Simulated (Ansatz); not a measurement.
# Si: geometry relaxation (part 2 of 3)

Si (slab, 15 atoms in the cell); DFT PBE, scalar-relativistic, plane waves, PAW, no spin polarisation (Ansatz 0.2.0); cutoff 420 eV, 4×5×1 k-mesh, Gaussian smearing of 0.1 eV. The structure derives from an entry of the Crystallography Open Database. The input holds or restrains some coordinates. Forces given for the steps count only the free coordinates. It belongs to a series of runs on one base structure; here: Si vacancy, atoms relaxed.

Geometry of the input (Å; fractional positions):
```
7.6805  0.0000  0.0000
0.0000  5.4309  0.0000
0.0000  0.0000  23.7604
Si 0.2500  0.0000  0.3788
Si 0.7500  0.0000  0.3788
Si 0.0000  0.2500  0.3788
Si 0.5000  0.2500  0.3788
Si 0.0000  0.5000  0.4596
Si 0.5000  0.5000  0.4596
Si 0.2500  0.7500  0.4596
Si 0.7500  0.7500  0.4596
Si 0.2500  0.0000  0.5404
Si 0.7500  0.0000  0.5404
Si 0.0000  0.2500  0.5404
Si 0.5000  0.2500  0.5404
Si 0.5000  0.5000  0.6212
Si 0.2500  0.7500  0.6212
Si 0.7500  0.7500  0.6212
```

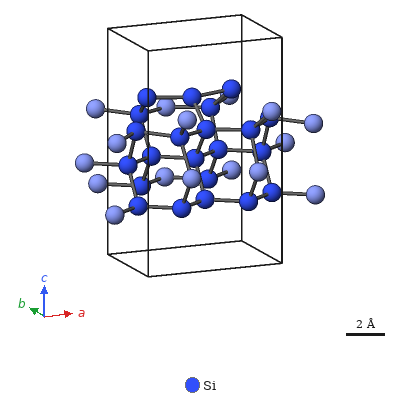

**Figure 1.** The geometry at step 7 of the log (ball-and-stick view of the cell of the calculation, with the vacuum cut short, seen slightly off an axis; neighbours outside the cell are drawn fainter).

## What the program printed, continued
```
SCF iter   1: F=—  HF=-9528.047368 eV  |F-HF|=—  |Δ(HF+E_count)|=         —  Δρ=3.08e-3  dr2=1.94e-1  ethr=3.83e-4  p=0.042 e·Å  D=7.61e-3 V/Å  ΔV_dip=-0.18 eV  dr2_dipole=8.53e-3  V_vac-E_F(+/−)=4.61/4.79 eV  ⟨swp⟩=1.4  Hψ=1616  notcnv=0  defer=67
efield: sawtooth ramp at fractional position 0.9800 (handed on by an earlier solve), width 0.0400; the density the first Hamiltonian is built on has a dipole p = 0.042 e·Å; the dipole correction subtracts the counter field D = 7.61e-3 V/Å, which shifts the + side's vacuum level by -0.18 eV against the − side's; the planar-averaged density in the ramp window peaks in size at 3.4e-8 e/Å³
preconditioner: auto → LDOS  [metal: Δε(μ)=0.045 eV  Ē_g=6.932 eV  σ=0.100 eV  W_gap=0.25  n_scr=86 (ndim 8)  ℏωp=9.1 eV  f_vac=0.590  D(μ)=9.44/eV (n_scr^D=32)  β→1.0]
SCF iter   2: F=—  HF=-9528.028021 eV  |F-HF|=—  |Δ(HF+E_count)|=   1.93e-2  Δρ=1.57e-3  dr2=7.79e-2  ethr=3.23e-4  p=0.077 e·Å  D=1.40e-2 V/Å  ΔV_dip=-0.33 eV  dr2_dipole=1.14e-2  V_vac-E_F(+/−)=4.45/4.79 eV  ⟨swp⟩=2.9  Hψ=642  notcnv=0  defer=67
SCF iter   3: F=—  HF=-9528.016130 eV  |F-HF|=—  |Δ(HF+E_count)|=   1.19e-2  Δρ=3.53e-4  dr2=3.65e-3  ethr=1.30e-4  p=0.052 e·Å  D=9.58e-3 V/Å  ΔV_dip=-0.23 eV  dr2_dipole=4.70e-4  V_vac-E_F(+/−)=4.56/4.78 eV  ⟨swp⟩=2.0  Hψ=550  notcnv=0  defer=67
SCF iter   4: F=—  HF=-9528.015938 eV  |F-HF|=—  |Δ(HF+E_count)|=   1.91e-4  Δρ=8.60e-5  dr2=1.62e-4  ethr=6.09e-6  p=0.056 e·Å  D=1.02e-2 V/Å  ΔV_dip=-0.24 eV  dr2_dipole=2.89e-6  V_vac-E_F(+/−)=4.54/4.78 eV  ⟨swp⟩=2.0  Hψ=604  notcnv=0  defer=67
SCF iter   5: F=-9528.015963 eV  HF=-9528.015971 eV  |F-HF|=8.63e-6  |Δ(HF+E_count)|=   3.28e-5  Δρ=2.72e-5  dr2=2.17e-5  ethr=1.67e-7  p=0.056 e·Å  D=1.02e-2 V/Å  ΔV_dip=-0.24 eV  dr2_dipole=5.19e-7  V_vac-E_F(+/−)=4.54/4.78 eV  ⟨swp⟩=17.0  Hψ=2844  notcnv=0
SCF 4 converged in 5 iterations: F = -9528.015963 eV  dr2 = 2.17e-5
  greatest PAW one-centre occupation: 0.699 electrons in one spin orbital (limit 2), on the Si atom at site 14 (counted from 0), in its partial waves of l = 0
relax step   4: F+E_penalty+E_count = -9528.01596261 eV  Δ(F+E_penalty+E_count) = -4.126e-1 eV  max|allowed force component| = 4.792e-1 eV/Å  Δτ_max = 0.1939 Å  (5 SCF iters, dr2 threshold 1.00e-4 eV, accepted)
SCF iter   1: F=—  HF=-9528.325992 eV  |F-HF|=—  |Δ(HF+E_count)|=         —  Δρ=2.55e-3  dr2=1.63e-1  ethr=2.65e-3  p=0.056 e·Å  D=1.02e-2 V/Å  ΔV_dip=-0.24 eV  dr2_dipole=2.38e-2  V_vac-E_F(+/−)=4.52/4.77 eV  ⟨swp⟩=4.1  Hψ=1246  notcnv=0  defer=60
efield: sawtooth ramp at fractional position 0.9800 (handed on by an earlier solve), width 0.0400; the density the first Hamiltonian is built on has a dipole p = 0.056 e·Å; the dipole correction subtracts the counter field D = 1.02e-2 V/Å, which shifts the + side's vacuum level by -0.24 eV against the − side's; the planar-averaged density in the ramp window peaks in size at 8.7e-8 e/Å³
preconditioner: auto → LDOS  [metal: Δε(μ)=0.051 eV  Ē_g=6.948 eV  σ=0.100 eV  W_gap=0.27  n_scr=86 (ndim 8)  ℏωp=9.1 eV  f_vac=0.595  D(μ)=8.94/eV (n_scr^D=32)  β→1.0]
SCF iter   2: F=—  HF=-9528.325237 eV  |F-HF|=—  |Δ(HF+E_count)|=   7.55e-4  Δρ=1.62e-3  dr2=1.01e-1  ethr=2.72e-4  p=0.086 e·Å  D=1.57e-2 V/Å  ΔV_dip=-0.37 eV  dr2_dipole=8.91e-3  V_vac-E_F(+/−)=4.40/4.78 eV  ⟨swp⟩=3.1  Hψ=816  notcnv=0  defer=61
SCF iter   3: F=—  HF=-9528.304545 eV  |F-HF|=—  |Δ(HF+E_count)|=   2.07e-2  Δρ=3.41e-4  dr2=3.18e-3  ethr=1.68e-4  p=0.059 e·Å  D=1.07e-2 V/Å  ΔV_dip=-0.25 eV  dr2_dipole=2.11e-4  V_vac-E_F(+/−)=4.52/4.77 eV  ⟨swp⟩=2.1  Hψ=536  notcnv=0  defer=61
SCF iter   4: F=—  HF=-9528.304175 eV  |F-HF|=—  |Δ(HF+E_count)|=   3.70e-4  Δρ=6.93e-5  dr2=1.10e-4  ethr=5.30e-6  p=0.061 e·Å  D=1.11e-2 V/Å  ΔV_dip=-0.26 eV  dr2_dipole=9.44e-6  V_vac-E_F(+/−)=4.51/4.77 eV  ⟨swp⟩=2.0  Hψ=670  notcnv=0  defer=58
SCF iter   5: F=-9528.304202 eV  HF=-9528.304208 eV  |F-HF|=5.88e-6  |Δ(HF+E_count)|=   3.23e-5  Δρ=2.11e-5  dr2=1.44e-5  ethr=1.67e-7  p=0.060 e·Å  D=1.10e-2 V/Å  ΔV_dip=-0.26 eV  dr2_dipole=2.26e-6  V_vac-E_F(+/−)=4.51/4.77 eV  ⟨swp⟩=16.8  Hψ=2767  notcnv=0
SCF 5 converged in 5 iterations: F = -9528.304202 eV  dr2 = 1.44e-5
  greatest PAW one-centre occupation: 0.691 electrons in one spin orbital (limit 2), on the Si atom at site 14 (counted from 0), in its partial waves of l = 0
relax step   5: F+E_penalty+E_count = -9528.30420166 eV  Δ(F+E_penalty+E_count) = -2.882e-1 eV  max|allowed force component| = 3.639e-1 eV/Å  Δτ_max = 0.1965 Å  (5 SCF iters, dr2 threshold 1.00e-4 eV, accepted)
SCF iter   1: F=—  HF=-9528.415895 eV  |F-HF|=—  |Δ(HF+E_count)|=         —  Δρ=2.35e-3  dr2=1.36e-1  ethr=2.50e-3  p=0.060 e·Å  D=1.10e-2 V/Å  ΔV_dip=-0.26 eV  dr2_dipole=1.85e-2  V_vac-E_F(+/−)=4.51/4.77 eV  ⟨swp⟩=4.0  Hψ=1167  notcnv=0  defer=65
efield: sawtooth ramp at fractional position 0.9800 (handed on by an earlier solve), width 0.0400; the density the first Hamiltonian is built on has a dipole p = 0.060 e·Å; the dipole correction subtracts the counter field D = 1.10e-2 V/Å, which shifts the + side's vacuum level by -0.26 eV against the − side's; the planar-averaged density in the ramp window peaks in size at 6.0e-8 e/Å³
preconditioner: auto → LDOS  [metal: Δε(μ)=0.051 eV  Ē_g=6.999 eV  σ=0.100 eV  W_gap=0.28  n_scr=86 (ndim 8)  ℏωp=9.1 eV  f_vac=0.601  D(μ)=9.73/eV (n_scr^D=34)  β→1.0]
SCF iter   2: F=—  HF=-9528.411947 eV  |F-HF|=—  |Δ(HF+E_count)|=   3.95e-3  Δρ=1.50e-3  dr2=7.95e-2  ethr=2.26e-4  p=0.088 e·Å  D=1.61e-2 V/Å  ΔV_dip=-0.38 eV  dr2_dipole=7.60e-3  V_vac-E_F(+/−)=4.40/4.78 eV  ⟨swp⟩=3.1  Hψ=786  notcnv=0  defer=67
SCF iter   3: F=—  HF=-9528.396500 eV  |F-HF|=—  |Δ(HF+E_count)|=   1.54e-2  Δρ=2.84e-4  dr2=1.76e-3  ethr=1.32e-4  p=0.063 e·Å  D=1.15e-2 V/Å  ΔV_dip=-0.27 eV  dr2_dipole=3.02e-5  V_vac-E_F(+/−)=4.50/4.78 eV  ⟨swp⟩=2.1  Hψ=561  notcnv=0  defer=67
SCF iter   4: F=—  HF=-9528.396305 eV  |F-HF|=—  |Δ(HF+E_count)|=   1.95e-4  Δρ=5.76e-5  dr2=7.59e-5  ethr=2.93e-6  p=0.063 e·Å  D=1.15e-2 V/Å  ΔV_dip=-0.27 eV  dr2_dipole=8.54e-6  V_vac-E_F(+/−)=4.50/4.77 eV  ⟨swp⟩=2.0  Hψ=677  notcnv=0  defer=66
SCF iter   5: F=-9528.396342 eV  HF=-9528.396339 eV  |F-HF|=2.59e-6  |Δ(HF+E_count)|=   3.38e-5  Δρ=1.68e-5  dr2=5.24e-6  ethr=1.26e-7  p=0.062 e·Å  D=1.14e-2 V/Å  ΔV_dip=-0.27 eV  dr2_dipole=5.32e-7  V_vac-E_F(+/−)=4.50/4.77 eV  ⟨swp⟩=18.8  Hψ=2711  notcnv=0
SCF 6 converged in 5 iterations: F = -9528.396342 eV  dr2 = 5.24e-6
  greatest PAW one-centre occupation: 0.686 electrons in one spin orbital (limit 2), on the Si atom at site 14 (counted from 0), in its partial waves of l = 0
relax step   6: F+E_penalty+E_count = -9528.39634170 eV  Δ(F+E_penalty+E_count) = -9.214e-2 eV  max|allowed force component| = 1.619e-1 eV/Å  Δτ_max = 0.1949 Å  (5 SCF iters, dr2 threshold 7.64e-5 eV, accepted)
SCF iter   1: F=—  HF=-9528.408910 eV  |F-HF|=—  |Δ(HF+E_count)|=         —  Δρ=9.57e-4  dr2=1.66e-2  ethr=2.22e-4  p=0.062 e·Å  D=1.14e-2 V/Å  ΔV_dip=-0.27 eV  dr2_dipole=2.34e-4  V_vac-E_F(+/−)=4.51/4.78 eV  ⟨swp⟩=3.0  Hψ=997  notcnv=0  defer=69
efield: sawtooth ramp at fractional position 0.9800 (handed on by an earlier solve), width 0.0400; the density the first Hamiltonian is built on has a dipole p = 0.062 e·Å; the dipole correction subtracts the counter field D = 1.14e-2 V/Å, which shifts the + side's vacuum level by -0.27 eV against the − side's; the planar-averaged density in the ramp window peaks in size at 3.4e-8 e/Å³
preconditioner: auto → LDOS  [metal: Δε(μ)=0.051 eV  Ē_g=7.004 eV  σ=0.100 eV  W_gap=0.28  n_scr=86 (ndim 8)  ℏωp=9.1 eV  f_vac=0.600  D(μ)=10.31/eV (n_scr^D=38)  β→1.0]
SCF iter   2: F=—  HF=-9528.406641 eV  |F-HF|=—  |Δ(HF+E_count)|=   2.27e-3  Δρ=4.27e-4  dr2=4.74e-3  ethr=2.77e-5  p=0.063 e·Å  D=1.15e-2 V/Å  ΔV_dip=-0.27 eV  dr2_dipole=1.15e-4  V_vac-E_F(+/−)=4.50/4.77 eV  ⟨swp⟩=2.0  Hψ=683  notcnv=0  defer=69
SCF iter   3: F=—  HF=-9528.405831 eV  |F-HF|=—  |Δ(HF+E_count)|=   8.09e-4  Δρ=9.84e-5  dr2=4.83e-4  ethr=7.91e-6  p=0.061 e·Å  D=1.12e-2 V/Å  ΔV_dip=-0.27 eV  dr2_dipole=7.69e-5  V_vac-E_F(+/−)=4.51/4.77 eV  ⟨swp⟩=2.0  Hψ=560  notcnv=0  defer=69
SCF iter   4: F=—  HF=-9528.405796 eV  |F-HF|=—  |Δ(HF+E_count)|=   3.49e-5  Δρ=2.83e-5  dr2=5.40e-5  ethr=8.06e-7  p=0.060 e·Å  D=1.10e-2 V/Å  ΔV_dip=-0.26 eV  dr2_dipole=9.72e-6  V_vac-E_F(+/−)=4.51/4.77 eV  ⟨swp⟩=2.3  Hψ=570  notcnv=0  defer=69
SCF iter   5: F=—  HF=-9528.405796 eV  |F-HF|=—  |Δ(HF+E_count)|=   2.87e-7  Δρ=1.20e-5  dr2=9.27e-6  ethr=9.01e-8  p=0.060 e·Å  D=1.10e-2 V/Å  ΔV_dip=-0.26 eV  dr2_dipole=2.79e-6  V_vac-E_F(+/−)=4.51/4.77 eV  ⟨swp⟩=2.4  Hψ=576  notcnv=0  defer=69
SCF iter   6: F=-9528.405796 eV  HF=-9528.405796 eV  |F-HF|=1.55e-7  |Δ(HF+E_count)|=   5.57e-7  Δρ=3.98e-6  dr2=5.34e-7  ethr=8.65e-9  p=0.060 e·Å  D=1.10e-2 V/Å  ΔV_dip=-0.26 eV  dr2_dipole=6.20e-8  V_vac-E_F(+/−)=4.51/4.77 eV  ⟨swp⟩=17.8  Hψ=2377  notcnv=0
SCF 7 converged in 6 iterations: F = -9528.405796 eV  dr2 = 5.34e-7
  greatest PAW one-centre occupation: 0.688 electrons in one spin orbital (limit 2), on the Si atom at site 14 (counted from 0), in its partial waves of l = 0
relax step   7: F+E_penalty+E_count = -9528.40579579 eV  Δ(F+E_penalty+E_count) = -9.454e-3 eV  max|allowed force component| = 5.009e-2 eV/Å  Δτ_max = 0.0576 Å  (6 SCF iters, dr2 threshold 5.19e-6 eV, accepted)
SCF iter   1: F=—  HF=-9528.408361 eV  |F-HF|=—  |Δ(HF+E_count)|=         —  Δρ=3.35e-4  dr2=3.46e-3  ethr=2.71e-5  p=0.060 e·Å  D=1.10e-2 V/Å  ΔV_dip=-0.26 eV  dr2_dipole=7.66e-4  V_vac-E_F(+/−)=4.51/4.77 eV  ⟨swp⟩=2.7  Hψ=874  notcnv=0  defer=69
efield: sawtooth ramp at fractional position 0.9800 (handed on by an earlier solve), width 0.0400; the density the first Hamiltonian is built on has a dipole p = 0.060 e·Å; the dipole correction subtracts the counter field D = 1.10e-2 V/Å, which shifts the + side's vacuum level by -0.26 eV against the − side's; the planar-averaged density in the ramp window peaks in size at 2.8e-8 e/Å³
preconditioner: auto → LDOS  [metal: Δε(μ)=0.035 eV  Ē_g=7.002 eV  σ=0.100 eV  W_gap=0.19  n_scr=86 (ndim 8)  ℏωp=9.1 eV  f_vac=0.600  D(μ)=10.28/eV (n_scr^D=38)  β→1.0]
SCF iter   2: F=—  HF=-9528.408053 eV  |F-HF|=—  |Δ(HF+E_count)|=   3.07e-4  Δρ=1.26e-4  dr2=3.54e-4  ethr=5.77e-6  p=0.058 e·Å  D=1.06e-2 V/Å  ΔV_dip=-0.25 eV  dr2_dipole=5.47e-6  V_vac-E_F(+/−)=4.52/4.77 eV  ⟨swp⟩=2.9  Hψ=716  notcnv=0  defer=69
SCF iter   3: F=—  HF=-9528.408020 eV  |F-HF|=—  |Δ(HF+E_count)|=   3.34e-5  Δρ=4.52e-5  dr2=9.98e-5  ethr=5.90e-7  p=0.058 e·Å  D=1.06e-2 V/Å  ΔV_dip=-0.25 eV  dr2_dipole=1.48e-5  V_vac-E_F(+/−)=4.52/4.77 eV  ⟨swp⟩=2.0  Hψ=566  notcnv=0  defer=69
SCF iter   4: F=—  HF=-9528.407963 eV  |F-HF|=—  |Δ(HF+E_count)|=   5.71e-5  Δρ=2.01e-5  dr2=2.12e-5  ethr=1.66e-7  p=0.058 e·Å  D=1.06e-2 V/Å  ΔV_dip=-0.25 eV  dr2_dipole=4.36e-6  V_vac-E_F(+/−)=4.52/4.77 eV  ⟨swp⟩=2.3  Hψ=582  notcnv=0  defer=69
SCF iter   5: F=—  HF=-9528.407962 eV  |F-HF|=—  |Δ(HF+E_count)|=   1.25e-6  Δρ=6.09e-6  dr2=2.26e-6  ethr=3.54e-8  p=0.058 e·Å  D=1.06e-2 V/Å  ΔV_dip=-0.25 eV  dr2_dipole=3.85e-7  V_vac-E_F(+/−)=4.52/4.77 eV  ⟨swp⟩=1.0  Hψ=333  notcnv=0  defer=69
SCF iter   6: F=-9528.407962 eV  HF=-9528.407962 eV  |F-HF|=4.47e-8  |Δ(HF+E_count)|=   1.06e-7  Δρ=1.58e-6  dr2=7.58e-8  ethr=1.67e-10  p=0.058 e·Å  D=1.06e-2 V/Å  ΔV_dip=-0.25 eV  dr2_dipole=7.50e-9  V_vac-E_F(+/−)=4.52/4.77 eV  ⟨swp⟩=13.9  Hψ=2539  notcnv=0
SCF 8 converged in 6 iterations: F = -9528.407962 eV  dr2 = 7.58e-8
relax step   8: F+E_penalty+E_count = -9528.40796169 eV  Δ(F+E_penalty+E_count) = -2.166e-3 eV  max|allowed force component| = 4.265e-2 eV/Å  Δτ_max = 0.0186 Å  (6 SCF iters, accepted)
SCF iter   1: F=—  HF=-9528.415136 eV  |F-HF|=—  |Δ(HF+E_count)|=         —  Δρ=1.13e-3  dr2=2.92e-2  ethr=7.66e-4  p=0.058 e·Å  D=1.06e-2 V/Å  ΔV_dip=-0.25 eV  dr2_dipole=4.68e-3  V_vac-E_F(+/−)=4.52/4.77 eV  ⟨swp⟩=3.0  Hψ=915  notcnv=0  defer=72
efield: sawtooth ramp at fractional position 0.9800 (handed on by an earlier solve), width 0.0400; the density the first Hamiltonian is built on has a dipole p = 0.058 e·Å; the dipole correction subtracts the counter field D = 1.06e-2 V/Å, which shifts the + side's vacuum level by -0.25 eV against the − side's; the planar-averaged density in the ramp window peaks in size at 2.4e-8 e/Å³
preconditioner: auto → LDOS  [metal: Δε(μ)=0.064 eV  Ē_g=7.015 eV  σ=0.100 eV  W_gap=0.34  n_scr=86 (ndim 8)  ℏωp=9.1 eV  f_vac=0.601  D(μ)=9.88/eV (n_scr^D=38)  β→1.0]
SCF iter   2: F=—  HF=-9528.412370 eV  |F-HF|=—  |Δ(HF+E_count)|=   2.77e-3  Δρ=4.73e-4  dr2=5.79e-3  ethr=4.87e-5  p=0.053 e·Å  D=9.75e-3 V/Å  ΔV_dip=-0.23 eV  dr2_dipole=1.75e-5  V_vac-E_F(+/−)=4.53/4.76 eV  ⟨swp⟩=2.3  Hψ=723  notcnv=0  defer=68
SCF iter   3: F=—  HF=-9528.411414 eV  |F-HF|=—  |Δ(HF+E_count)|=   9.55e-4  Δρ=1.40e-4  dr2=9.90e-4  ethr=9.65e-6  p=0.051 e·Å  D=9.36e-3 V/Å  ΔV_dip=-0.22 eV  dr2_dipole=9.94e-5  V_vac-E_F(+/−)=4.54/4.76 eV  ⟨swp⟩=2.2  Hψ=607  notcnv=0  defer=68
SCF iter   4: F=—  HF=-9528.411299 eV  |F-HF|=—  |Δ(HF+E_count)|=   1.15e-4  Δρ=4.87e-5  dr2=1.40e-4  ethr=1.65e-6  p=0.052 e·Å  D=9.40e-3 V/Å  ΔV_dip=-0.22 eV  dr2_dipole=3.04e-5  V_vac-E_F(+/−)=4.54/4.76 eV  ⟨swp⟩=2.3  Hψ=544  notcnv=0  defer=68
SCF iter   5: F=—  HF=-9528.411297 eV  |F-HF|=—  |Δ(HF+E_count)|=   2.08e-6  Δρ=1.62e-5  dr2=1.62e-5  ethr=2.33e-7  p=0.051 e·Å  D=9.33e-3 V/Å  ΔV_dip=-0.22 eV  dr2_dipole=1.63e-6  V_vac-E_F(+/−)=4.54/4.76 eV  ⟨swp⟩=1.9  Hψ=444  notcnv=0  defer=68
SCF iter   6: F=—  HF=-9528.411249 eV  |F-HF|=—  |Δ(HF+E_count)|=   4.83e-5  Δρ=5.57e-6  dr2=1.14e-6  ethr=2.70e-8  p=0.051 e·Å  D=9.33e-3 V/Å  ΔV_dip=-0.22 eV  dr2_dipole=2.03e-7  V_vac-E_F(+/−)=4.54/4.76 eV  ⟨swp⟩=2.8  Hψ=590  notcnv=0  defer=68
SCF iter   7: F=-9528.411249 eV  HF=-9528.411249 eV  |F-HF|=1.29e-7  |Δ(HF+E_count)|=   3.83e-7  Δρ=1.96e-6  dr2=8.99e-8  ethr=1.67e-10  p=0.051 e·Å  D=9.32e-3 V/Å  ΔV_dip=-0.22 eV  dr2_dipole=7.30e-10  V_vac-E_F(+/−)=4.54/4.76 eV  ⟨swp⟩=16.7  Hψ=2775  notcnv=0
SCF 9 converged in 7 iterations: F = -9528.411249 eV  dr2 = 8.99e-8
  greatest PAW one-centre occupation: 0.689 electrons in one spin orbital (limit 2), on the Si atom at site 14 (counted from 0), in its partial waves of l = 0
relax step   9: F+E_penalty+E_count = -9528.41124929 eV  Δ(F+E_penalty+E_count) = -3.288e-3 eV  max|allowed force component| = 3.865e-2 eV/Å  Δτ_max = 0.0782 Å  (7 SCF iters, accepted)
SCF converged after 7 iterations
Free energy (F): -9528.411249 eV
Harris-Foulkes:  -9528.411249 eV  (|F-HF|=1.29e-7)
Internal energy: -9528.361886 eV  (E = F + TS)
E sigma→0 (E₀):  -9528.386568 eV
Entropy (-TS):   -0.049363 eV (-3.291 meV/atom)
Fermi energy:    -1.327879 eV
Dipole field:    D = 0.009303 V/Å  (p = 0.050955 e·Å, saw-weighted, corrected)
Work function:   Φ+ = 4.5403 eV   Φ− = 4.7613 eV
Levels:          The Fermi level and band energies are counted from a zero that moves with the ramp; work functions are not
```
